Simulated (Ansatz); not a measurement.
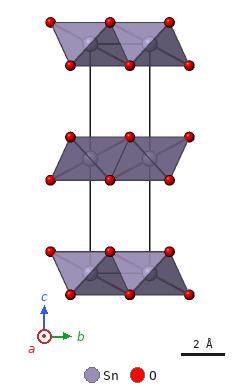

This is the input geometry for a relaxation of a crystal of SnO₂ (set up in P6_3/mmc) (coarse preliminary run). The picture is a polyhedral view of the cell of the calculation, seen along the a axis.

All numbers below come from DFT r2SCAN, scalar-relativistic, plane waves, PAW in Ansatz 0.2.0.

Input file:
```yaml
crystal:
  lattice:
    - [3.2305756168, 0.0, 0.0]
    - [-1.6152878084, 2.797760553, 0.0]
    - [0.0, 0.0, 10.790562]
  atoms:
    - { symbol: Sn, position: [0.0, 0.0, 0.5] }
    - { symbol: Sn, position: [0.0, 0.0, 0.0] }
    - { symbol: O, position: [0.66666667, 0.33333333, 0.405862] }
    - { symbol: O, position: [0.66666667, 0.33333333, 0.094138] }
    - { symbol: O, position: [0.33333333, 0.66666667, 0.594138] }
    - { symbol: O, position: [0.33333333, 0.66666667, 0.905862] }
basis:
  ecutwfc: 500
kpoints:
  mp_grid: { grid: [6, 6, 2] }
hamiltonian:
  xc: r2scan
scf:
  occupations: { method: gaussian, width: 0.1 }
output:
  forces: true
  stress: true
  eigenvalues: true
relax:
  adjacent_minimum: "off"
  f_tol: 0.05
  max_steps: 80
  cell: { stress_tol: 0.5 }
```

Command:
```bash
ansatz run input.yaml --threads 1 --pin off --max-ram 2560MiB --backend cpu --events-out ev --progress --plain --runs-dir out
```

Q: Where does the relaxation end?

A: Over 1 accepted move (2 points after the start) the energy falls by 15.1 meV per atom. The largest force component goes from 0.63 to 0.027 eV/Å. Pressure: −6.09 GPa at the start and 0.26 GPa at the end. The SCF was repeated once at an unchanged geometry on a basis and grid sized afresh for the cell, which shifted the energy by 0.1 meV per atom at most. The largest moves relative to the cell, 0.029 Å, are those of O3, O4, O5 and O6. O3 goes along +c. Sn stays in place. Cell: a = b 3.231 → 3.184 Å (−1.4 %), c 10.791 → 10.877 Å (+0.8 %). Volume −2.1 %. Among the contacts that change: Sn1–O3 2.124 → 2.090 Å. The space group stays P6_3/mmc (No. 194).

After the run, drawn alike:

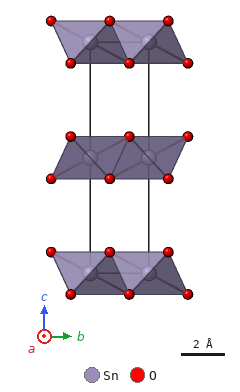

Limits of the set-up: layers or molecules are held without a dispersion correction, so their spacing is unreliable.
